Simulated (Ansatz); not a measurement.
System: TiPbO₃, space group Pm-3m (No. 221) (cell built by us, not taken from a database).

Input of the run:
```
crystal:
  lattice:
    - [3.9193466057, 0.0, 0.0]
    - [0.0, 3.9193466057, 0.0]
    - [0.0, 0.0, 3.9193466057]
  atoms:
    - { symbol: Pb, position: [0.0, 0.0, 0.0] }
    - { symbol: Ti, position: [0.5, 0.5, 0.5] }
    - { symbol: O, position: [0.5, 0.5, 0.0] }
    - { symbol: O, position: [0.5, 0.0, 0.5] }
    - { symbol: O, position: [0.0, 0.5, 0.5] }
kpoints:
  mp_grid: { grid: [6, 6, 6] }
hamiltonian:
  xc: pbesol
scf:
  occupations: { method: fixed }
phonons:
  method: dfpt
  dielectric: true
  qpoints: [[0, 0, 0]]
  rigid_motions: translations
```

Launched with:
```bash
ansatz run input.yaml --threads 4 --pin off --max-ram 7372MiB --backend cpu --events-out ev --progress --plain --runs-dir out
```

Calculation (Ansatz 0.2.0): perturbation theory at the zone centre of a relaxed insulator, optical modes (intensities summed over a level), dielectric tensors and Born charges, a negative frequency is imaginary, spin-unpolarised plane waves. Level: PBEsol, no spin-orbit coupling.

| setting | value |
| --- | --- |
| periodic directions | 3 |
| potentials | PAW |
| wave cutoff | 420 eV |
| k mesh | 6×6×6 |

Predict the infrared spectrum of the zone-centre phonons.

Three modes are imaginary, the softest at 157.9i cm⁻¹, so the structure is dynamically unstable. The strongest infrared line is at 484.2 cm⁻¹, followed by 104.2 (34 % of it).

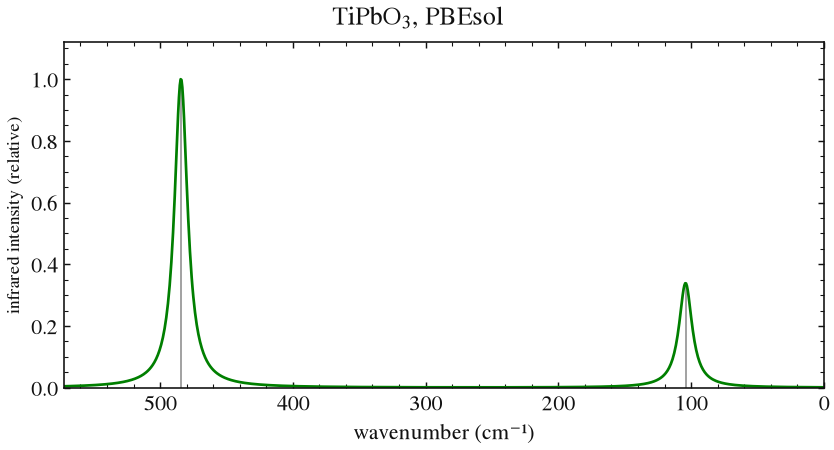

Lines are broadened by Lorentzians of 12 cm⁻¹ full width; the spectrum is scaled to its strongest line. These are zero-field (TO) frequencies; inactive modes don't show. Modes with imaginary frequency are left out of the spectrum.

Caveats: field response not settled on the k mesh.
